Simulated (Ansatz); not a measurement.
**Single-point calculation, with input and output: CuO (part 1 of 3)**

CuO (8 atoms in the cell), computed with DFT PBEsol+U, scalar-relativistic, plane waves, PAW, Ueff = 7 eV on Cu atom 1 d; Ueff = 7 eV on Cu atom 2 d; Ueff = 7 eV on Cu atom 5 d; Ueff = 7 eV on Cu atom 6 d, spin-polarised (Ansatz 0.2.0).

The structure derives from an entry of the Crystallography Open Database. It belongs to a series of runs on one base structure; here: random orbitals: harmonics, high filling. Figures and captions count atoms from 1; the log counts them from 0 in places.

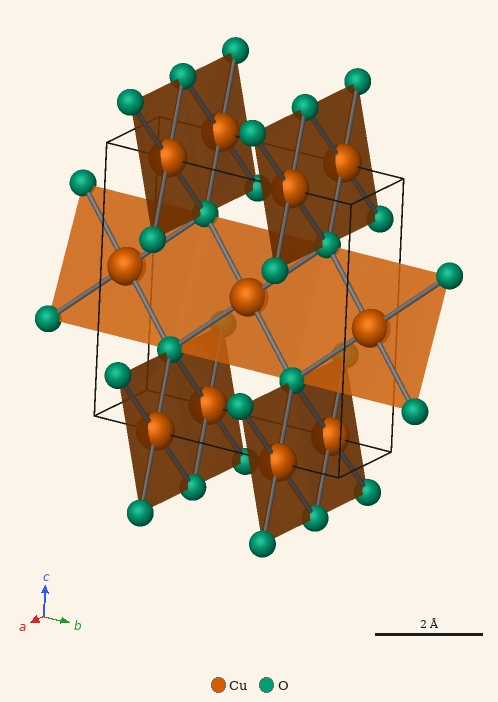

Fig. 1: The structure as given in the input (polyhedral view of the cell of the calculation, seen slightly off an axis; polyhedra are completed across the faces of the cell).

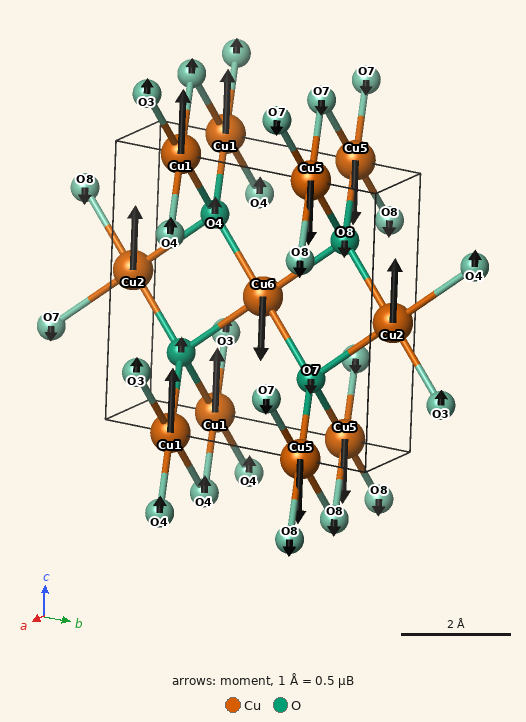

Fig. 2: Magnetic moments of the sites as black arrows (ball-and-stick view of the cell of the calculation, seen slightly off an axis; neighbours outside the cell are drawn fainter; atoms are numbered from 1 in the order of the input); small moments hardly show. The run is collinear, so the axis drawn is arbitrary. Site moments: Cu5 (−0.60 μB); Cu1, Cu2 (0.60 μB); Cu6 (−0.60 μB); O8 (−0.16 μB); O4 (0.16 μB); O7 (−0.15 μB); O3 (0.15 μB). They are counted near the atoms and needn't add up to the moment of the cell.

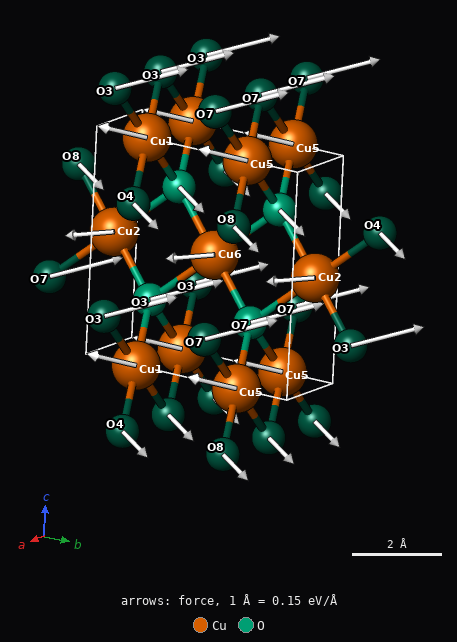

Fig. 3: Forces on the atoms as white arrows (ball-and-stick view of the cell of the calculation, seen slightly off an axis; neighbours outside the cell are drawn fainter; atoms are numbered from 1 in the order of the input). The largest act on O3, O7 (0.26 eV/Å); Cu1, Cu5 (0.19 eV/Å); Cu2, Cu6 (0.18 eV/Å); O4, O8 (0.13 eV/Å). The geometry is not a stationary point of this energy.

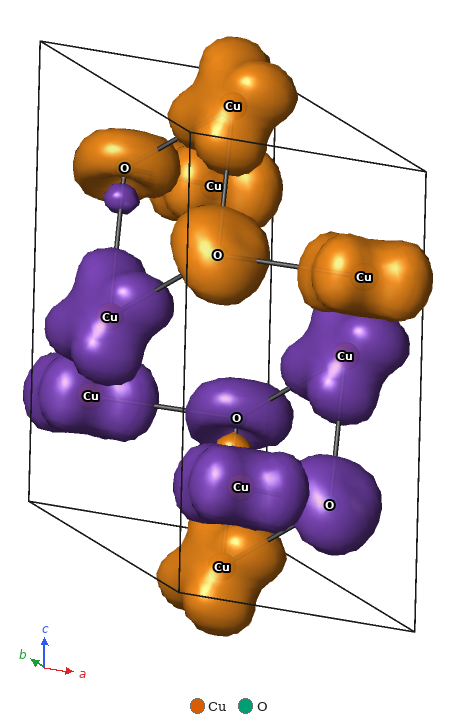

Fig. 4: Isosurfaces of the magnetisation density (up minus down) at +0.08 (orange) and −0.08 e/Å³ (purple), seen slightly off an axis. Sticks mark near contacts. The outline is the cell set on symmetry axes of the magnetic structure. The cell of the calculation (8 atoms) carries 0.0 μB net. The fields are those of the smooth PAW valence density.

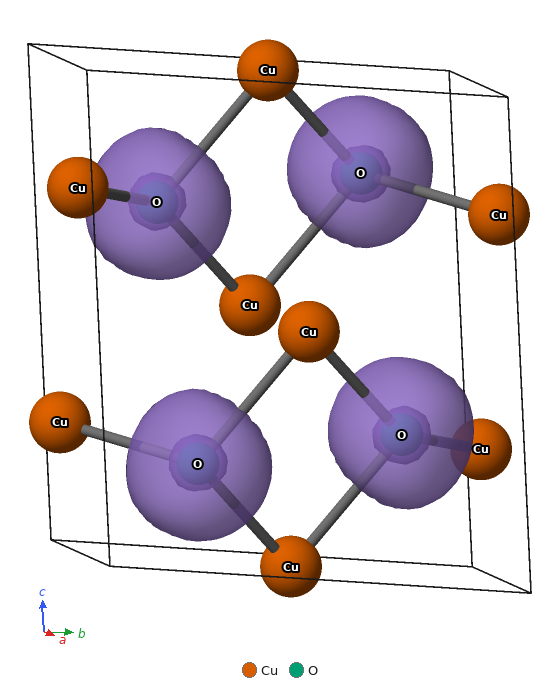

Fig. 5: Isosurface of the electron localisation function at 0.65 (purple), seen slightly off an axis. Core shells and regions of very low density are left out. Sticks mark near contacts. The outline is the cell set on symmetry axes of the magnetic structure. Along the contacts the grid gives the following. Cu–O (1.95 Å): the ELF is about 0.20 at the midpoint.

These pictures come from the run below.

## The input
```yaml
crystal:
  lattice:
    - [2.34184962, -1.71129972, 0.0]
    - [4.68369924, 3.42259944, 0.0]
    - [-0.85002986, 0.0, 5.05786919]
  atoms:
    - { symbol: Cu, position: [0.0, 0.25, 0.0], spin: 1.0 }
    - { symbol: Cu, position: [0.5, 0.0, 0.5], spin: 1.0 }
    - { symbol: O, position: [0.5816, 0.2092, 0.25] }
    - { symbol: O, position: [0.4184, 0.2908, 0.75] }
    - { symbol: Cu, position: [0.0, 0.75, 0.0], spin: -1.0 }
    - { symbol: Cu, position: [0.5, 0.5, 0.5], spin: -1.0 }
    - { symbol: O, position: [0.5816, 0.7092, 0.25] }
    - { symbol: O, position: [0.4184, 0.7908, 0.75] }
basis:
  ecutwfc: 420
  ecutrho_ratio: 4
kpoints:
  mp_grid: { grid: [7, 4, 4] }
hamiltonian:
  xc: pbesol
  hubbard:
    sites:
      - { site: 0, l: d, u_eff: 7.0, starting_ns: [{ spin: up, occupation_matrix: s0up }, { spin: down, occupation_matrix: s0down }] }
      - { site: 1, l: d, u_eff: 7.0, starting_ns: [{ spin: up, occupation_matrix: s1up }, { spin: down, occupation_matrix: s1down }] }
      - { site: 4, l: d, u_eff: 7.0, starting_ns: [{ spin: up, occupation_matrix: s4up }, { spin: down, occupation_matrix: s4down }] }
      - { site: 5, l: d, u_eff: 7.0, starting_ns: [{ spin: up, occupation_matrix: s5up }, { spin: down, occupation_matrix: s5down }] }
    occupation_matrices:
      s0up:
        matrix:
          - [0.97, 0.0, 0.0, 0.0, 0.0]
          - [0.0, 0.97, 0.0, 0.0, 0.0]
          - [0.0, 0.0, 0.97, 0.0, 0.0]
          - [0.0, 0.0, 0.0, 0.97, 0.0]
          - [0.0, 0.0, 0.0, 0.0, 0.97]
      s0down:
        matrix:
          - [0.97, 0.0, 0.0, 0.0, 0.0]
          - [0.0, 0.97, 0.0, 0.0, 0.0]
          - [0.0, 0.0, 0.02, 0.0, 0.0]
          - [0.0, 0.0, 0.0, 0.97, 0.0]
          - [0.0, 0.0, 0.0, 0.0, 0.97]
      s1up:
        matrix:
          - [0.97, 0.0, 0.0, 0.0, 0.0]
          - [0.0, 0.97, 0.0, 0.0, 0.0]
          - [0.0, 0.0, 0.97, 0.0, 0.0]
          - [0.0, 0.0, 0.0, 0.97, 0.0]
          - [0.0, 0.0, 0.0, 0.0, 0.97]
      s1down:
        matrix:
          - [0.97, 0.0, 0.0, 0.0, 0.0]
          - [0.0, 0.02, 0.0, 0.0, 0.0]
          - [0.0, 0.0, 0.97, 0.0, 0.0]
          - [0.0, 0.0, 0.0, 0.97, 0.0]
          - [0.0, 0.0, 0.0, 0.0, 0.97]
      s4up:
        matrix:
          - [0.02, 0.0, 0.0, 0.0, 0.0]
          - [0.0, 0.97, 0.0, 0.0, 0.0]
          - [0.0, 0.0, 0.97, 0.0, 0.0]
          - [0.0, 0.0, 0.0, 0.97, 0.0]
          - [0.0, 0.0, 0.0, 0.0, 0.97]
      s4down:
        matrix:
          - [0.97, 0.0, 0.0, 0.0, 0.0]
          - [0.0, 0.97, 0.0, 0.0, 0.0]
          - [0.0, 0.0, 0.97, 0.0, 0.0]
          - [0.0, 0.0, 0.0, 0.97, 0.0]
          - [0.0, 0.0, 0.0, 0.0, 0.97]
      s5up:
        matrix:
          - [0.97, 0.0, 0.0, 0.0, 0.0]
          - [0.0, 0.97, 0.0, 0.0, 0.0]
          - [0.0, 0.0, 0.97, 0.0, 0.0]
          - [0.0, 0.0, 0.0, 0.02, 0.0]
          - [0.0, 0.0, 0.0, 0.0, 0.97]
      s5down:
        matrix:
          - [0.97, 0.0, 0.0, 0.0, 0.0]
          - [0.0, 0.97, 0.0, 0.0, 0.0]
          - [0.0, 0.0, 0.97, 0.0, 0.0]
          - [0.0, 0.0, 0.0, 0.97, 0.0]
          - [0.0, 0.0, 0.0, 0.0, 0.97]
    ns_hold: until_converged
scf:
  occupations: { method: gaussian, width: 0.05 }
  lower_state_search: "off"
  max_iter: 150
output:
  forces: true
  stress: true
  eigenvalues: true
  populations: true
  hubbard:
    sites:
      - { site: 0, l: d }
      - { site: 1, l: d }
      - { site: 4, l: d }
      - { site: 5, l: d }
  write_density: true
  write_potential: true
  elf: true
  volumetric_format: npy
magnetization:
  spin_polarized: true
```

Launch command:
```bash
ansatz run input.yaml --threads 4 --pin off --max-ram 6144MiB --backend cpu --events-out ev --progress --plain --runs-dir out
```

## Log
```
Warning: crystal.symmetry: narrowed to the stabiliser of the occupation matrices — unitary ops 1 → 1, anti-unitary 1 → 0; lowered by the specified shells (site 0, l: d), (site 1, l: d), (site 4, l: d), (site 5, l: d); largest admitted image defect 4.4e-16, smallest excluded 9.5e-1 — at a splitting's scale: the group the occupation matrices' own texture admits
Cu: projections on atomic orbitals take those of the free atom [Ne] 3s2 3p6 3d10 4s1, of charge +0.00 (hamiltonian.pseudopotentials.projection_atoms); the dataset's partial waves leave at most 2.0e-6 of an orbital's norm unspanned inside its sphere
O: projections on atomic orbitals take those of the free atom [He] 2s2 2p4, of charge +0.00 (hamiltonian.pseudopotentials.projection_atoms); the dataset's partial waves leave at most 1.9e-8 of an orbital's norm unspanned inside its sphere
Engine: ansatz 0.2.0, x86_64-unknown-linux-gnu
Pseudopotentials: kind: paw
Pseudopotential: Cu, paw, valence charge 19, recommended cutoff 420 eV (normal), Cu.paw.azcp
Pseudopotential: O, paw, valence charge 6, recommended cutoff 420 eV (normal), O.paw.azcp
Functional definition: PBEsol
  exchange = pbesol_x
  correlation = pbesol_c
Crystal: 8 atoms, lattice volume = 81.080 Å³
Basis set: ecut = 420 eV, 1581 PW (Γ), exchange–correlation on 40×80×72 points (8 copies of the dense FFT grid, shifted against one another)
Bands: 63, of which v1, the nominal top of the filled ones, is band 50 counted from 1 (49 counted from 0)
Symmetry: 1 space group operations
Space group: P1 (ITA 1), of the structure as read, at distance tolerance 4.3e-5 Å
Magnetic group: BNS 1.3 (UNI 3), of the structure as read, at distance tolerance 4.3e-5 Å
k-points: 58 of 112 (time reversal used)
Non-local potential: Cu, projectors of the file, l = 0: 3, l = 1: 2, l = 2: 3, l = 3: 1
Non-local potential: O, projectors of the file, l = 0: 2, l = 1: 2, l = 2: 1
PAW form: soft (Blöchl's): semilocal exchange-correlation on the pseudo side does not see the compensation charge
PAW frozen core: Cu, regenerated for the run's functional, and the local potential with it (the file was generated under x = pbe(κ = 0.804, μ = 0.2195149727645171), c = pbe(β = 0.06672455060314922))
PAW frozen core: O, regenerated for the run's functional, and the local potential with it (the file was generated under x = pbe(κ = 0.804, μ = 0.2195149727645171), c = pbe(β = 0.06672455060314922))
PAW one-centre angular grid: Cu, 590 points (default); XC on 64 Gauss nodes
PAW one-centre angular grid: O, 110 points (default); XC on 64 Gauss nodes
Initial density: superposition of atomic densities (chi_scale 0.1, normalization cell, long waves kept (reshape's long-wave potential 0.00 eV rms))
Starting moments: Σ|m| = 4 μB on 4 of 8 sites
Starting magnetic order: antiferromagnet; a translation exchanges its spin sublattices: spin-degenerate at every k-point
Initial wavefunctions: pseudopotential atomic-orbital guess
Functional: x = pbesol(κ = 0.804, μ = 0.12345679012345678), c = pbesol(β = 0.046)
```
